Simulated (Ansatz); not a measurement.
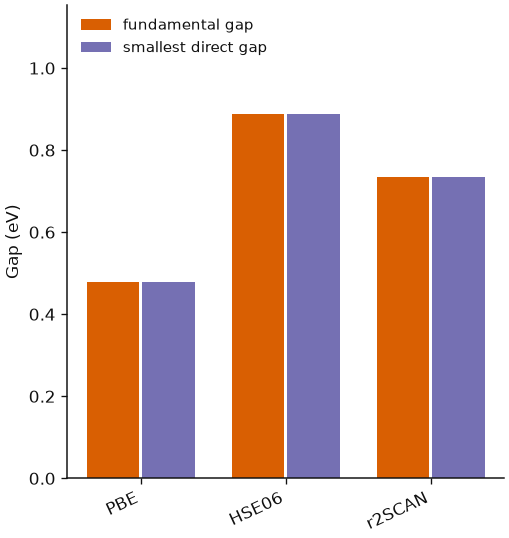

Gaps of Bi2Te3, space group R-3m (No. 166), 5 atoms in the cell, tetradymite type, hydrostatic strain +1.0%, at several levels of theory on one cell (Ansatz, plane waves and PAW; edges over the mesh and the special points).

How does the gap depend on the level, and does its kind change?

In rising order: PBE 0.48 eV, r2SCAN 0.73 eV and HSE06 0.89 eV. It is direct at every level.
